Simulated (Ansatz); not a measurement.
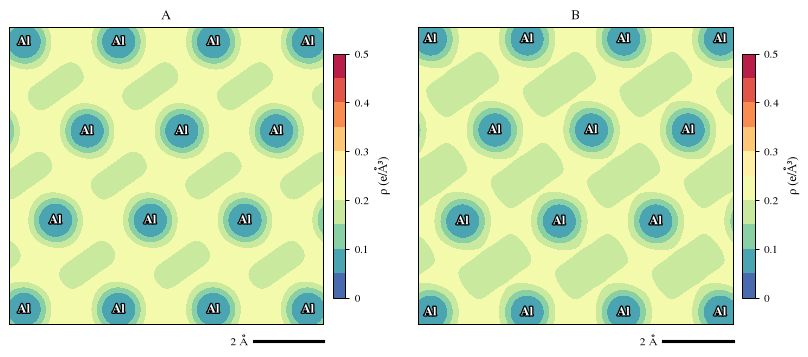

Al. The valence charge density (pseudo) of two cells that differ in size, on the (011̄) plane of each (indices in the axes of the calculation cell), at one length scale and on one colour scale; one has 15.5 and the other 16.4 Å³ an atom.

Level of theory: Ansatz, Kohn-Sham DFT of a periodic cell, HSE06, Ansatz PAW.

In a PAW calculation such maps are meaningful between the atoms, not at the nuclei.

The larger cell:

```
Al
1.0
    -1.60176    1.60176    1.60176
     1.60176   -1.60176    1.60176
     1.60176    1.60176   -1.60176
Al
1
Direct
  0.00000 0.00000 0.00000
```

The smaller cell: a = 2.719 Å, b = 2.719 Å, c = 2.719 Å, α = 109.47°, β = 109.47°, γ = 109.47°.

### Which is the denser cell? Describe the effect of the change.

Panel A is the smaller cell, by 6 % in volume. From the larger cell to the smaller, Al–Al goes from 2.77 to 2.72 Å, and the density at its midpoint from 0.21 to 0.23 e/Å³; the pressure goes from 1.7 to 6 GPa.
